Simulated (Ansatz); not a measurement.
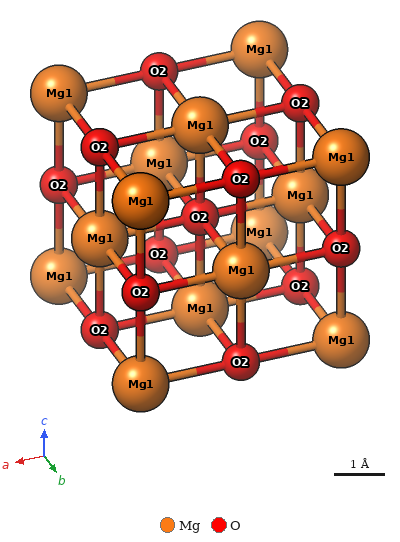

**Figure 1.** The structure as given in the input (ball-and-stick view of the cell 4 times as large as that of the calculation, set on its symmetry axes, seen at an oblique angle; atoms are numbered from 1 in the order of the input).

# What a change does: single-point calculation on MgO

System: MgO (Fm-3m, 2 atoms in the cell).
Method of run 1: DFT, r2SCAN, PAW, plane waves, scalar-relativistic, no spin polarisation (Ansatz 0.2.0).

The structure derives from an entry of the Crystallography Open Database. Text and figures count atoms from 1; the logs count them from 0 in places.

## Input, run 1
```yaml
crystal:
  lattice:
    - [0.0, 2.1905, 2.1905]
    - [2.1905, 0.0, 2.1905]
    - [2.1905, 2.1905, 0.0]
  atoms:
    - { symbol: Mg, position: [0.0, 0.0, 0.0] }
    - { symbol: O, position: [0.5, 0.5, 0.5] }
hamiltonian:
  xc: r2scan
  pseudopotentials: { kind: paw }
basis:
  ecutwfc: 500
kpoints:
  mp_grid: { grid: [8, 8, 8] }
scf:
  occupations: { method: fermi_dirac, width: 0.02 }
  lower_state_search: "off"
  algorithm: density_mixing
  max_iter: 50
  mixing: { algorithm: anderson, ndim: 1, beta: 0.2, preconditioner: kerker }
output:
  forces: true
  stress: true
```

Command:
```bash
ansatz run input.yaml --threads 2 --pin off --max-ram 5120MiB --backend cpu --events-out ev --progress --plain --runs-dir out
```

Hardware: 2 threads of AMD EPYC 7571, 16 GiB of memory available, shared host.

## Output, shortened to warnings, some set-up lines, iterations and results (run 1)
```
Basis set: ecut = 500 eV, 531 PW (Γ), exchange–correlation on 96×96×96 points (64 copies of the dense FFT grid, shifted against one another)
Symmetry: 48 space group operations
k-points: 29 of 512
Initial density: superposition of atomic densities (neutral atoms: chi_scale 0, normalization atom), corrected by the library's trained network
[...]
SCF iter   1: F=-2498.191744 eV  HF=-2498.131649 eV  |F-HF|=6.01e-2  |Δ(HF+E_count)|=         —  Δρ=1.03e-2  dr2=1.54e-2  dr2_τ=5.51e-2  ethr=1.77e-3  ⟨swp⟩=6.0  Hψ=2181  …
SCF iter   2: F=-2498.195319 eV  HF=-2498.202937 eV  |F-HF|=7.62e-3  |Δ(HF+E_count)|=   7.13e-2  Δρ=8.80e-3  dr2=1.36e-2  dr2_τ=2.53e-4  ethr=9.61e-5  ⟨swp⟩=2.7  Hψ=975  …
SCF iter   3: F=-2498.197294 eV  HF=-2498.201524 eV  |F-HF|=4.23e-3  |Δ(HF+E_count)|=   1.41e-3  Δρ=7.05e-3  dr2=8.57e-3  dr2_τ=2.05e-4  ethr=8.50e-5  ⟨swp⟩=2.0  Hψ=548  …
SCF iter   4: F=-2498.198368 eV  HF=-2498.200750 eV  |F-HF|=2.38e-3  |Δ(HF+E_count)|=   7.73e-4  Δρ=5.76e-3  dr2=5.56e-3  dr2_τ=1.50e-4  ethr=5.36e-5  ⟨swp⟩=1.8  Hψ=515  …
SCF iter   5: F=-2498.198948 eV  HF=-2498.200324 eV  |F-HF|=1.38e-3  |Δ(HF+E_count)|=   4.26e-4  Δρ=4.79e-3  dr2=3.73e-3  dr2_τ=1.13e-4  ethr=3.48e-5  ⟨swp⟩=1.0  Hψ=464  …
[... 33 lines ...]
SCF iter  39: F=-2498.199751 eV  HF=-2498.199751 eV  |F-HF|=2.74e-9  |Δ(HF+E_count)|=   6.02e-9  Δρ=3.44e-5  dr2=1.98e-7  dr2_τ=1.03e-8  ethr=1.63e-9  ⟨swp⟩=1.0  Hψ=348  …
SCF iter  40: F=-2498.199751 eV  HF=-2498.199751 eV  |F-HF|=1.82e-9  |Δ(HF+E_count)|=   4.74e-9  Δρ=3.00e-5  dr2=1.51e-7  dr2_τ=7.85e-9  ethr=1.24e-9  ⟨swp⟩=1.0  Hψ=348  …
SCF iter  41: F=-2498.199751 eV  HF=-2498.199751 eV  |F-HF|=1.21e-9  |Δ(HF+E_count)|=   3.72e-9  Δρ=2.62e-5  dr2=1.15e-7  dr2_τ=5.97e-9  ethr=9.46e-10  ⟨swp⟩=1.0  Hψ=348  …
SCF iter  42: F=-2498.199751 eV  HF=-2498.199751 eV  |F-HF|=8.00e-10  |Δ(HF+E_count)|=   2.91e-9  Δρ=2.29e-5  dr2=8.81e-8  dr2_τ=4.55e-9  ethr=6.25e-10  ⟨swp⟩=3.0  Hψ=800  …
SCF 1 converged in 42 iterations: F = -2498.199751 eV  dr2 = 8.81e-8
SCF converged after 42 iterations
Stability not checked: this state was not tested for a lower state beside it, because the mixer in use, unlike msr1, does not test its closes by its own steps (another_mixer; see scf.mixing.algorithm and scf.lower_state_search)
Free energy (F): -2498.199751 eV
Harris-Foulkes:  -2498.199751 eV  (|F-HF|=8.00e-10)
Internal energy: -2498.199751 eV  (E = F + TS)
E sigma→0 (E₀):  -2498.199751 eV
Fermi energy:    8.633635 eV
--- Per-component energies (eV) ---
  E_band       = -335.802358
  E_kinetic    = 253.300696
  E_local      = -1678.387112  (includes V_loc(G=0)·N_el)
  E_nonlocal   = 142.348980
  E_hartree    = 582.547147
  E_xc         = -102.130065
  E_vxc        = -147.597579  (∫ρ·V_xc dr)
  E_paw        = -456.175487  (= ΣΔE_a)
  E_vpaw       = -80.279734  (= ΣTr[D̂ρ^β])
  E_aug_tail   = 0.000997  (compensation charges beyond the density's cutoff)
  E_vtau       = 9.713801  (kinetic-family band-sum trace: ∫τ·v_τ [+ j·A + Jᵃ·Aᵃ] dr)
  E_ewald      = -1239.646758
  E_core_change = -0.058149  (= ΣΔE_core)
  E_smearing   = -0.000000  (= −TS)
  E_closure    = 0.000000  (closes the sum)
  Σ components = -2498.199751   (vs F -2498.199751, Δ=0.00e0)
--- Forces (eV/Å), atoms counted from 1 ---
  atom   1  Mg    -0.00000000     0.00000000     0.00000000
  atom   2  O      0.00000000    -0.00000000     0.00000000
  max |Σ_I F_I| component: 2.15e-29 eV/Å
--- Stress (GPa, compression-positive) ---
      -16.000021       0.000000       0.000000
        0.000000     -16.000021       0.000000
        0.000000      -0.000000     -16.000021
  P = ⅓ Tr σ = -16.0000 GPa (-160.000 kbar)
```

The input of run 2 differs as follows (lines with − go, lines with + come):
```diff
-  mixing: { algorithm: anderson, ndim: 1, beta: 0.2, preconditioner: kerker }
+  mixing: { algorithm: broyden, ndim: 8, beta: 0.9, preconditioner: none }
```

What does this change do to the results?

Both reach the same energy, so the change doesn't alter the result. The SCF takes 6 iterations against 42.

## Output, shortened to warnings, some set-up lines, iterations and results (run 2)
```
Basis set: ecut = 500 eV, 531 PW (Γ), exchange–correlation on 96×96×96 points (64 copies of the dense FFT grid, shifted against one another)
Symmetry: 48 space group operations
k-points: 29 of 512
Initial density: superposition of atomic densities (neutral atoms: chi_scale 0, normalization atom), corrected by the library's trained network
[...]
SCF iter   1: F=-2498.191744 eV  HF=-2498.131649 eV  |F-HF|=6.01e-2  |Δ(HF+E_count)|=         —  Δρ=1.03e-2  dr2=1.54e-2  dr2_τ=5.51e-2  ethr=1.77e-3  ⟨swp⟩=6.0  Hψ=2181  …
SCF iter   2: F=-2498.193012 eV  HF=-2498.203735 eV  |F-HF|=1.07e-2  |Δ(HF+E_count)|=   7.21e-2  Δρ=9.87e-3  dr2=1.27e-2  dr2_τ=1.59e-3  ethr=9.61e-5  ⟨swp⟩=3.0  Hψ=1138  …
SCF iter   3: F=-2498.195689 eV  HF=-2498.201946 eV  |F-HF|=6.26e-3  |Δ(HF+E_count)|=   1.79e-3  Δρ=6.58e-3  dr2=7.50e-3  dr2_τ=7.09e-4  ethr=7.91e-5  ⟨swp⟩=2.1  Hψ=699  …
SCF iter   4: F=-2498.199735 eV  HF=-2498.199767 eV  |F-HF|=3.15e-5  |Δ(HF+E_count)|=   2.18e-3  Δρ=4.74e-4  dr2=2.12e-5  dr2_τ=1.51e-6  ethr=4.69e-5  ⟨swp⟩=2.0  Hψ=674  …
SCF iter   5: F=-2498.199751 eV  HF=-2498.199751 eV  |F-HF|=3.53e-7  |Δ(HF+E_count)|=   1.57e-5  Δρ=5.68e-5  dr2=2.39e-7  dr2_τ=3.07e-8  ethr=1.33e-7  ⟨swp⟩=2.3  Hψ=560  …
SCF iter   6: F=-2498.199751 eV  HF=-2498.199751 eV  |F-HF|=7.09e-11  |Δ(HF+E_count)|=   2.04e-7  Δρ=2.91e-6  dr2=9.01e-10  dr2_τ=2.12e-10  ethr=6.25e-10  ⟨swp⟩=4.0  Hψ=1156  …
SCF 1 converged in 6 iterations: F = -2498.199751 eV  dr2 = 9.01e-10
SCF converged after 6 iterations
Stability not checked: this state was not tested for a lower state beside it, because the mixer in use, unlike msr1, does not test its closes by its own steps (another_mixer; see scf.mixing.algorithm and scf.lower_state_search)
Free energy (F): -2498.199751 eV
Harris-Foulkes:  -2498.199751 eV  (|F-HF|=7.09e-11)
Internal energy: -2498.199751 eV  (E = F + TS)
E sigma→0 (E₀):  -2498.199751 eV
Fermi energy:    8.633797 eV
--- Per-component energies (eV) ---
  E_band       = -335.805179
  E_kinetic    = 253.299382
  E_local      = -1678.386449  (includes V_loc(G=0)·N_el)
  E_nonlocal   = 142.349250
  E_hartree    = 582.546860
  E_xc         = -102.129758
  E_vxc        = -147.597105  (∫ρ·V_xc dr)
  E_paw        = -456.175126  (= ΣΔE_a)
  E_vpaw       = -80.278599  (= ΣTr[D̂ρ^β])
  E_aug_tail   = 0.000997  (compensation charges beyond the density's cutoff)
  E_vtau       = 9.713744  (kinetic-family band-sum trace: ∫τ·v_τ [+ j·A + Jᵃ·Aᵃ] dr)
  E_ewald      = -1239.646758
  E_core_change = -0.058149  (= ΣΔE_core)
  E_smearing   = -0.000000  (= −TS)
  E_closure    = 0.000000  (closes the sum)
  Σ components = -2498.199751   (vs F -2498.199751, Δ=0.00e0)
--- Forces (eV/Å), atoms counted from 1 ---
  atom   1  Mg    -0.00000000     0.00000000     0.00000000
  atom   2  O      0.00000000     0.00000000    -0.00000000
  max |Σ_I F_I| component: 9.89e-30 eV/Å
--- Stress (GPa, compression-positive) ---
      -16.000049      -0.000000       0.000000
       -0.000000     -16.000049       0.000000
        0.000000       0.000000     -16.000049
  P = ⅓ Tr σ = -16.0000 GPa (-160.000 kbar)
```

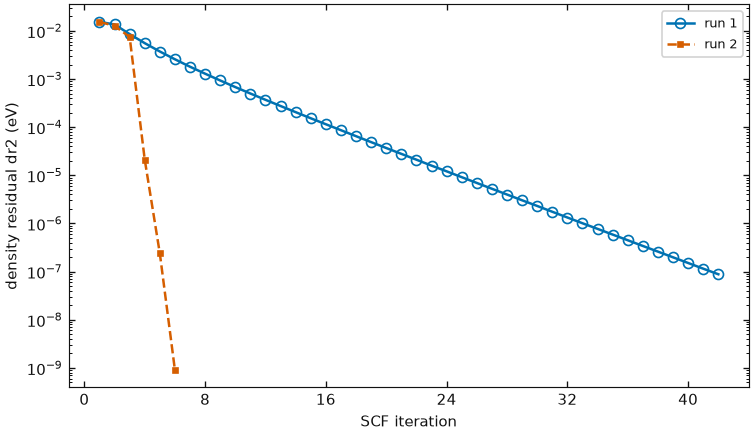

**Figure 2.** Convergence of the two runs: density residual dr2 against the SCF iteration. Run 1 takes 42 iterations in all, and run 2 takes 6.

## The two runs side by side

| quantity | run 1 | run 2 |
| --- | --- | --- |
| outcome | converged | converged |
| free energy per atom (eV) | −1249.0999 | −1249.0999 |
| pressure (GPa) | −16.00 | −16.00 |
| largest force (eV/Å) | 0.000 | 0.000 |
| SCF iterations | 42 | 6 |
| irreducible k-points | 29 | 29 |
| plane waves at Γ | 531 | 531 |
| wall time (shared host) | 5 s | 1.9 s |

For both runs: The cell is under a tension of 16.0 GPa at this level, so it is not at its equilibrium volume.
